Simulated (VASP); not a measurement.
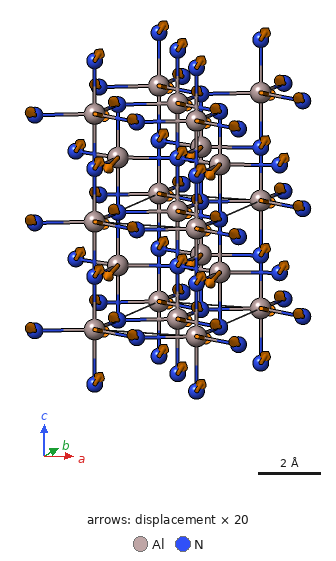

A relaxation of crystalline AlN (a generated structure, set up in Cmc2_1). The starting structure is drawn; orange arrows show the displacements (the part carried along by the change of the cell is left out), magnified 20 times.

The picture is a ball-and-stick view of the conventional cell (2 times the calculation's cell), repeated 1 × 1 × 2 with one cell outlined, seen slightly off an axis. Lengths and directions refer to the drawn axes.

The run lets cell and atoms move.

All numbers below come from VASP 6.6.1, Kohn-Sham DFT of a periodic cell, PBEsol, VASP PAW PBE potentials, recommended.

Input file:
```
PREC = Accurate
ENCUT = 600
EDIFF = 1E-6
ISMEAR = 0
SIGMA = 0.01
LREAL = False
LASPH = True
NELM = 80
ALGO = Fast
ISIF = 8
LWAVE = False
LCHARG = False
GGA = PS
IBRION = 2
NSW = 70
EDIFFG = -0.01
PSTRESS = 200.0
```

Launched with:
```bash
cat potpaw_PBE.64/Al/POTCAR potpaw_PBE.64/N/POTCAR > POTCAR
mpirun -np 1 vasp_std > vasp.out
```

> Atoms of which element are displaced furthest, and by how much?

Aluminium: up to 0.060 Å, against 0.038 Å for nitrogen.

> Describe the change and its energy.

The largest moves relative to the cell, 0.060 Å, are those of Al atoms. Largest moves by element: Al 0.060 Å, N 0.038 Å. Cell: a = c 3.553 → 3.608 Å (+1.6 %), b 5.684 → 5.773 Å (+1.6 %). Volume +4.8 %. Some distances before and after: Al–N 1.942 → 2.012 Å, Al–N 2.059 → 1.997 Å, Al–N 1.748 → 1.804 Å. Among the angles between lasting bonds that change: Al–N–Al 132.4° → 127.5°, N–Al–N 132.4° → 127.5°, N–Al–N 113.8° → 116.3°. The space group (tolerance 0.01 Å) goes from Cmc2_1 (No. 36) to Cmcm (No. 63). After 12 geometry steps the energy has fallen by 96.9 meV per atom. Largest force component: 1.1 eV/Å at the start, 0.0049 eV/Å at the end. Pressure: 34.96 GPa at the start and 20.12 GPa at the end.
